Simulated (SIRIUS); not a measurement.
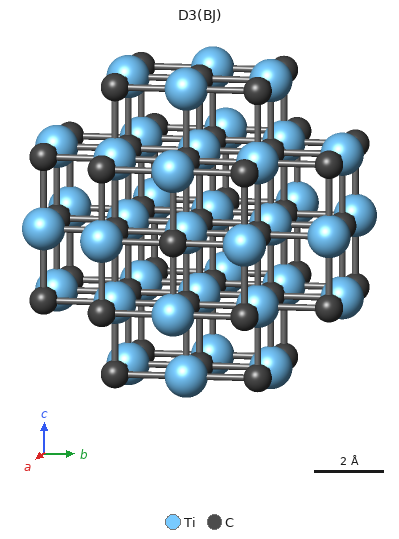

Solid TiC (set up in Fm-3m), relaxed (cell and atoms) with several dispersion corrections. The picture shows the result with D3(BJ). Style: ball-and-stick. Shown: the conventional cell (4 times the calculation's cell), slightly off an axis. Lengths and directions refer to the drawn axes.

Computed with SIRIUS 7.10.0: revPBE, dojo-sr-pbe-0.4.1-standard. Set-up: plane-wave cutoff 1152 eV; k-point mesh 6 × 6 × 6; occupations fermi-dirac; smearing width 0.05 eV; optimiser BFGS; no spin polarisation.

```tsv
dispersion correction	volume (Å³/atom)	a (Å)
none	?	?
D3(BJ)	9.713	4.267
D3	9.884	4.292
D4	9.881	4.292
```

### Estimate the missing row from the others, and compare with the calculation.

With none the volume is the largest of the series, above D3 (9.884). The calculation gives 10.282 Å³/atom (a = 4.349 Å). In order of volume: D3(BJ) < D4 ≈ D3 < none; the spread is 5.9 %.

Each member starts from this one structure; whether another phase lies lower wasn't checked.
